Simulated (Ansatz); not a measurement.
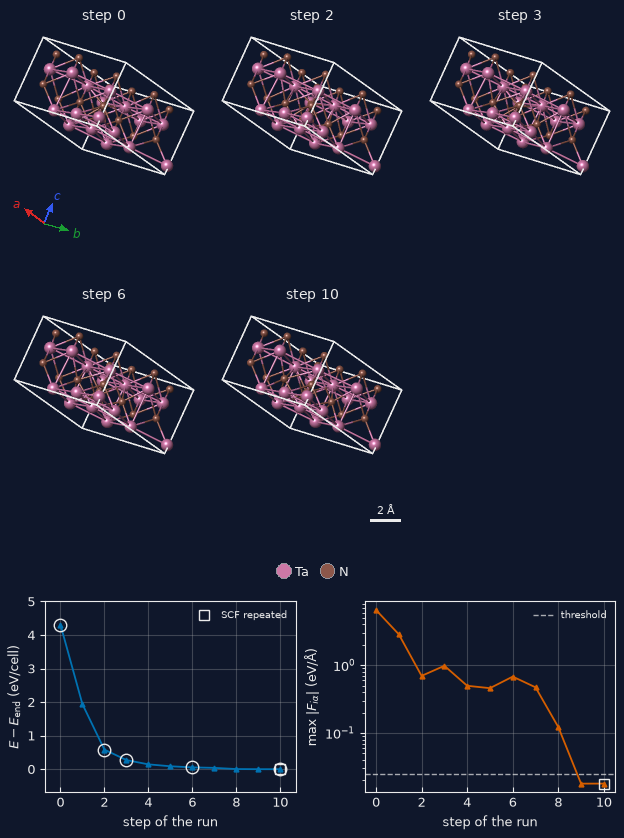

Frames of a relaxation of a defect cell of composition Ta$_{16}$N$_{17}$, marked on the history of the run. The picture is a ball-and-stick view of the cell of the calculation (origin shifted), seen from a free direction.

Case: N interstitial, charge +0, atoms relaxed at the host's cell.

These are results of DFT PBEsol, scalar-relativistic, plane waves, PAW (Ansatz), not measurements. Set-up: plane-wave cutoff 420 eV; k-point mesh 5 × 5 × 5; occupations gaussian; smearing width 0.1 eV; no spin polarisation; atoms relaxed in a fixed cell; force threshold 0.025 eV/Å; at most 45 steps.

> Describe the path.

The largest move is that of an N atom, 0.70 Å roughly along [−1 −1 −3]. By element the largest moves are N 0.70 Å, Ta 0.15 Å. The cell doesn't change. Among the contacts that change: N–Ta 2.804 → 2.182 Å, N–Ta 2.755 → 2.208 Å, N–Ta 1.717 → 2.206 Å, N–Ta 2.644 → 2.206 Å. Among the angles between lasting bonds that change: Ta–N–Ta 109.3° → 82.3°, Ta–N–Ta 105.3° → 82.8°, Ta–N–Ta 62.6° → 82.7°. Over 9 accepted moves (10 points after the start) the energy falls by 4.314 eV per cell of the calculation. Largest force component: 6.5 eV/Å at the start, 0.018 eV/Å at the end. 1 step only repeated the SCF at the same geometry. Cost: 19 min on 4 threads of Intel(R) Xeon(R) Platinum 8559C (Emerald Rapids), with other jobs on the host, peak memory 3.8 GiB. From step 0 to 2: N atoms move most (0.33 Å), energy −3.729 eV per cell of the calculation. From step 2 to 3: an N atom moves most (0.20 Å), energy −0.313 eV per cell of the calculation. From step 3 to 6: an N atom moves most (0.45 Å), energy −0.218 eV per cell of the calculation. From step 6 to 10: an N atom moves most (0.21 Å), energy −53.6 meV per cell of the calculation.

| step | E − E(0), meV/atom | largest force component, eV/Å | note |
| --- | --- | --- | --- |
| 0 | 0.00 | 6.5223 |  |
| 1 | -71.89 | 2.8587 |  |
| 2 | -113.00 | 0.6968 |  |
| 3 | -122.48 | 0.9824 |  |
| 4 | -126.35 | 0.4977 |  |
| 5 | -128.07 | 0.4589 |  |
| 6 | -129.09 | 0.6799 |  |
| 7 | -129.52 | 0.4724 |  |
| 8 | -130.59 | 0.1224 |  |
| 9 | -130.72 | 0.0179 |  |
| 10 | -130.72 | 0.0179 | same geometry, SCF repeated |

Limits of the set-up: the cell has an odd number of electrons but was run without spin polarisation; the periodic images lie only 7.6 Å apart, so the values are limited by the cell's size.
